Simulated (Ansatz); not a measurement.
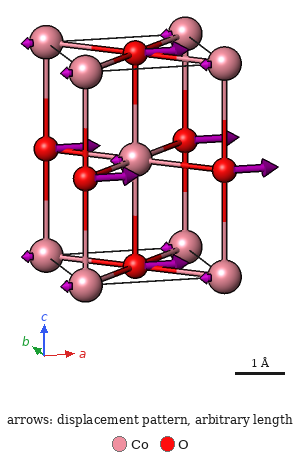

Phonons of solid CoO, space group I4/mmm (No. 139), at the zone centre. The optical levels lie at 137, 302 (×2) cm⁻¹. One mode is drawn. The purple arrows are the displacements of the atoms (eigenvector over the root of the mass), of arbitrary overall length and sign. The picture is a ball-and-stick view of the conventional cell (2 times the calculation's cell), seen slightly off an axis. Lengths and directions refer to the drawn axes.

The calculation used DFT PBE+U, scalar-relativistic, plane waves, PAW in Ansatz. (plane-wave cutoff 420 eV; k-point mesh 16 × 16 × 16; occupations gaussian; smearing width 0.01 eV; U Co 3.32 eV; collinear spin)

Frequencies are those without the non-analytic (LO–TO) term.

Question: To which level does it belong?

Answer: The level at 302 cm⁻¹. This is the E_u mode (doubly degenerate; one member of the set is drawn), the highest optical level, infrared-active by symmetry. The O sublattice moves against the Co sublattice, along a; the kinetic energy is shared as O 79 %, Co 21 %.
